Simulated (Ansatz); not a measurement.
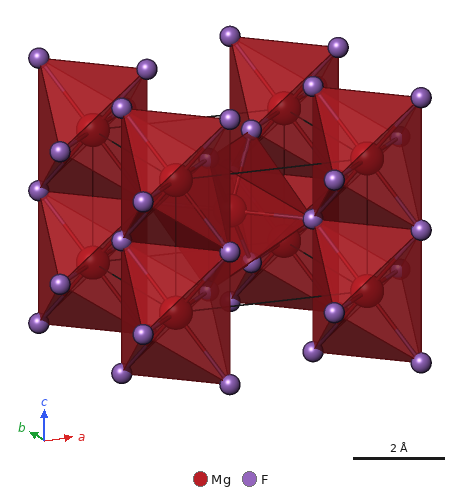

This is crystalline MgF₂ (built on the rutile type) at its r2SCAN-relaxed geometry. A polyhedral model of the cell of the calculation, seen slightly off an axis.

The calculation used DFT, PBE, plane waves, PAW (Ansatz 0.2.0). (plane-wave cutoff 420 eV; k-point mesh 6 × 6 × 8; occupations fermi dirac; smearing width 0.02 eV; no spin polarisation)

The variant: The cell is strained by −4.0 % along c and none across it (volume −4.0 %). The atoms were relaxed with r2SCAN under that strain, and this is a single point on that geometry.

Input
```yaml
crystal:
  lattice:
    - [4.6220159946, 0.0, 0.0]
    - [0.0, 4.6220159946, 0.0]
    - [0.0, 0.0, 2.9242672892]
  atoms:
    - { symbol: Mg, position: [0.0, 0.0, 0.0] }
    - { symbol: Mg, position: [0.5, 0.5, 0.5] }
    - { symbol: F, position: [0.300863272, 0.300863272, 0.0] }
    - { symbol: F, position: [0.199136728, 0.800863272, 0.5] }
    - { symbol: F, position: [0.800863272, 0.199136728, 0.5] }
    - { symbol: F, position: [0.699136728, 0.699136728, 0.0] }
kpoints:
  mp_grid: { grid: [6, 6, 8] }
  band_path:
    path:
      - [0.0, 0.0, 0.0]
      - [0.0, 0.5, 0.0]
      - [0.5, 0.5, 0.0]
      - [0.0, 0.0, 0.5]
      - [0.0, 0.5, 0.5]
      - [0.5, 0.5, 0.5]
    npoints: 1
hamiltonian:
  xc: pbe
scf:
  occupations: { method: fermi_dirac, width: 0.02 }
  n_extra_bands: 5
output:
  forces: true
  stress: true
  eigenvalues: true
```

Launched with:
```bash
ansatz run input.yaml --threads 2 --pin off --max-ram 20275MiB --backend cpu --events-out ev --progress --plain --runs-dir out
```

### What is the effect?

The energy rises by 26.4 meV per atom. The pressure goes from 4.9 to 10.3 GPa. The principal stresses (compression positive) are 14.7 GPa along c and 8.0 GPa across it. The largest forces, 0.038 eV/Å, act on F3, F4, F5 and F6. The band gap goes from 7.16 to 7.49 eV. Among the bonded contacts that change: F–Mg 1.995 → 1.958 Å, F–Mg 1.980 → 1.967 Å. The space group stays P4_2/mnm (No. 136).

Drawn alike, the variant:

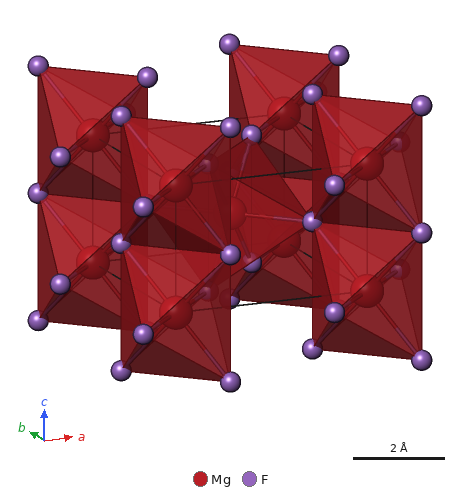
